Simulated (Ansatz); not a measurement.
Consider Fe.

```cif
data_structure
_symmetry_space_group_name_H-M 'P 1'
_symmetry_Int_Tables_number 1
_cell_length_a 4.7116
_cell_length_b 4.7116
_cell_length_c 4.7116
_cell_angle_alpha 90.000
_cell_angle_beta 90.000
_cell_angle_gamma 90.000
_cell_volume 104.59
loop_
_atom_site_label
_atom_site_type_symbol
_atom_site_fract_x
_atom_site_fract_y
_atom_site_fract_z
_atom_site_occupancy
Fe1 Fe 0.75000 0.25000 0.25000 1
Fe2 Fe 0.25000 0.75000 0.25000 1
Fe3 Fe 0.25000 0.25000 0.75000 1
Fe4 Fe 0.75000 0.75000 0.75000 1
Fe5 Fe 0.50000 0.00000 0.00000 1
Fe6 Fe 0.00000 0.50000 0.00000 1
Fe7 Fe 0.00000 0.00000 0.50000 1
Fe8 Fe 0.50000 0.50000 0.50000 1
```

Space group Fd-3m; set up as Fe, diamond; a generated structure, not necessarily the stable one; changed on purpose from its base cell (volume × 0.88); computed pressure about 24 GPa in this cell; computed without spin polarisation.

The calculation used DFT, RPBE, plane waves (420 eV) with PAW, scalar-relativistic in Ansatz.

Question: Predict the valence pseudo-density and electron localisation function between the atoms.

Answer: Fe–Fe (2.04 Å): the density is about 0.84 e/Å³ at the midpoint; the ELF is about 0.30 at the midpoint (no shared electron pair shows on this line).

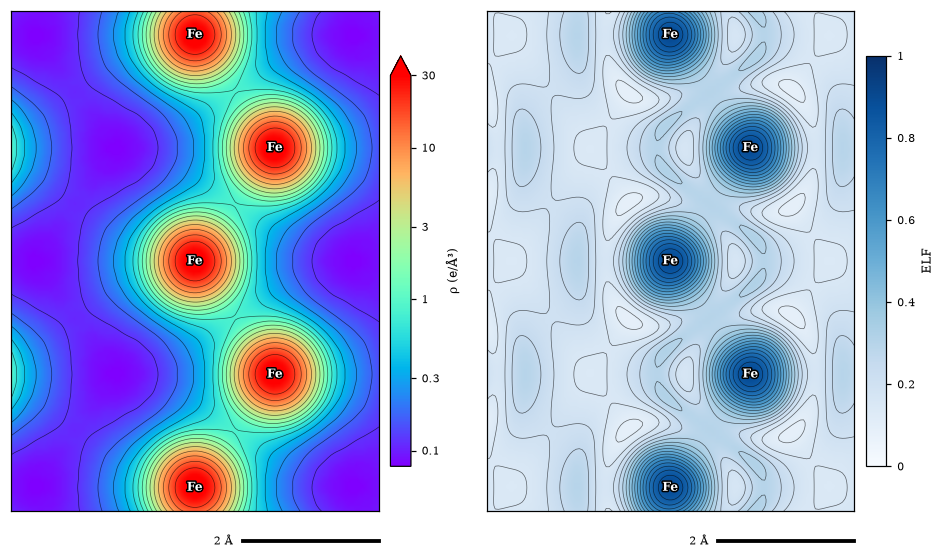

Computed valence pseudo-density and electron localisation function on the (101) plane of the conventional cell, in this order. 
